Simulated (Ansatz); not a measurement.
System: Si₅₄C (cell with a defect).

The calculation's input:

```
crystal:
  lattice:
    - [-8.2045150572, 8.2045150572, 0.0]
    - [0.0, 8.2045150572, -8.2045150572]
    - [-8.2045150572, 0.0, -8.2045150572]
  atoms:
    - { symbol: Si, position: [0.2539999789, 0.915412398, 0.9172155089] }
    - { symbol: Si, position: [0.25, 0.5833333333, 0.9166666667] }
    - { symbol: Si, position: [0.25, 0.9166666667, 0.5833333333] }
    - { symbol: Si, position: [0.25, 0.25, 0.9166666667] }
    - { symbol: Si, position: [0.25, 0.5833333333, 0.5833333333] }
    - { symbol: Si, position: [0.25, 0.9166666667, 0.25] }
    - { symbol: Si, position: [0.25, 0.25, 0.5833333333] }
    - { symbol: Si, position: [0.25, 0.5833333333, 0.25] }
    - { symbol: Si, position: [0.25, 0.25, 0.25] }
    - { symbol: Si, position: [0.5833333333, 0.9166666667, 0.9166666667] }
    - { symbol: Si, position: [0.5833333333, 0.5833333333, 0.9166666667] }
    - { symbol: Si, position: [0.5833333333, 0.9166666667, 0.5833333333] }
    - { symbol: Si, position: [0.5833333333, 0.25, 0.9166666667] }
    - { symbol: Si, position: [0.5833333333, 0.5833333333, 0.5833333333] }
    - { symbol: Si, position: [0.5833333333, 0.9166666667, 0.25] }
    - { symbol: Si, position: [0.5833333333, 0.25, 0.5833333333] }
    - { symbol: Si, position: [0.5833333333, 0.5833333333, 0.25] }
    - { symbol: Si, position: [0.5833333333, 0.25, 0.25] }
    - { symbol: Si, position: [0.9150283476, 0.9295157226, 0.9108919719] }
    - { symbol: Si, position: [0.9166666667, 0.5833333333, 0.9166666667] }
    - { symbol: Si, position: [0.9166666667, 0.9166666667, 0.5833333333] }
    - { symbol: Si, position: [0.9056041733, 0.2552690194, 0.9205624748] }
    - { symbol: Si, position: [0.9166666667, 0.5833333333, 0.5833333333] }
    - { symbol: Si, position: [0.924394307, 0.9162069475, 0.2517911779] }
    - { symbol: Si, position: [0.9166666667, 0.25, 0.5833333333] }
    - { symbol: Si, position: [0.9166666667, 0.5833333333, 0.25] }
    - { symbol: Si, position: [0.9166666667, 0.25, 0.25] }
    - { symbol: Si, position: [0.1660012101, 0.8361689192, 0.169699893] }
    - { symbol: Si, position: [0.1666666667, 0.5, 0.1666666667] }
    - { symbol: Si, position: [0.1728746168, 0.8322654078, 0.8294862622] }
    - { symbol: Si, position: [0.1666666667, 0.1666666667, 0.1666666667] }
    - { symbol: Si, position: [0.1666666667, 0.5, 0.8333333333] }
    - { symbol: Si, position: [0.1666666667, 0.8333333333, 0.5] }
    - { symbol: Si, position: [0.1713582163, 0.1687806399, 0.8308455021] }
    - { symbol: Si, position: [0.1666666667, 0.5, 0.5] }
    - { symbol: Si, position: [0.1666666667, 0.1666666667, 0.5] }
    - { symbol: Si, position: [0.5, 0.8333333333, 0.1666666667] }
    - { symbol: Si, position: [0.5, 0.5, 0.1666666667] }
    - { symbol: Si, position: [0.5, 0.8333333333, 0.8333333333] }
    - { symbol: Si, position: [0.5, 0.1666666667, 0.1666666667] }
    - { symbol: Si, position: [0.5, 0.5, 0.8333333333] }
    - { symbol: Si, position: [0.5, 0.8333333333, 0.5] }
    - { symbol: Si, position: [0.5, 0.1666666667, 0.8333333333] }
    - { symbol: Si, position: [0.5, 0.5, 0.5] }
    - { symbol: Si, position: [0.5, 0.1666666667, 0.5] }
    - { symbol: Si, position: [0.835777859, 0.8331899284, 0.162902708] }
    - { symbol: Si, position: [0.8333333333, 0.5, 0.1666666667] }
    - { symbol: Si, position: [0.8333333333, 0.8333333333, 0.8333333333] }
    - { symbol: Si, position: [0.8318776142, 0.1660850456, 0.164359978] }
    - { symbol: Si, position: [0.8333333333, 0.5, 0.8333333333] }
    - { symbol: Si, position: [0.8333333333, 0.8333333333, 0.5] }
    - { symbol: Si, position: [0.8265447739, 0.1625861873, 0.8401762055] }
    - { symbol: Si, position: [0.8333333333, 0.5, 0.5] }
    - { symbol: Si, position: [0.8333333333, 0.1666666667, 0.5] }
    - { symbol: C, position: [-0.0031593682, 0.0114172026, -0.011876006] }
  host:
    lattice:
      - [0.0, 2.7348383524, 2.7348383524]
      - [2.7348383524, 0.0, 2.7348383524]
      - [2.7348383524, 2.7348383524, 0.0]
    atoms:
      - { symbol: Si, position: [0.75, 0.75, 0.75] }
      - { symbol: Si, position: [0.5, 0.5, 0.5] }
basis:
  ecutwfc: 420
  xc_grid: 2
kpoints:
  mp_grid: { grid: [2, 2, 2], shift: [0.0, 0.0, 0.0] }
hamiltonian:
  xc: pbe
scf:
  occupations: { method: gaussian, width: 0.01 }
output:
  forces: true
  stress: false
  eigenvalues: true
  charged_corrections:
    defect_position: [0.0, 0.0, 0.0]
    epsilon: [[12.9813, 0.0, 0.0], [0.0, 12.9813, 0.0], [0.0, 0.0, 12.9813]]
  write_density: true
  write_potential: true
  elf: true
  volumetric_format: npy
relax:
  adjacent_minimum: "off"
  f_tol: 0.025
  max_steps: 60
```

Launched as:

```sh
ansatz run input.yaml --threads 4 --pin off --max-ram 10240MiB --backend cpu --events-out ev --progress --plain --runs-dir out
```

The fields are those of the relaxed geometry.

All numbers below come from DFT PBE, scalar-relativistic, plane waves, PAW (Ansatz).

Question: What can the converged valence pseudo-density and electron localisation function tell about the bonding?

Answer: Si–C (1.76 Å): ρ at the midpoint is about 1 e/Å³; the ELF peaks at about 0.90 between the atoms, as expected for localised, covalent bonding.

Question: Does the calculation make it a metal, or give it a gap?

Answer: It is gapped, with a Kohn–Sham gap of 0.30 eV on the k-point mesh, an upper bound to the gap of this method.

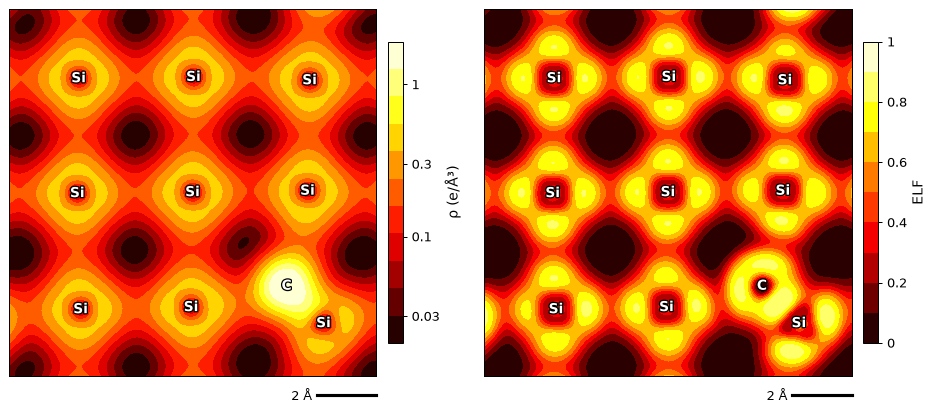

Computed valence pseudo-density and electron localisation function on the (101) plane of the calculation cell, in this order. 

The density is the valence pseudo-density of a PAW calculation; it isn't the true density close to the nuclei.
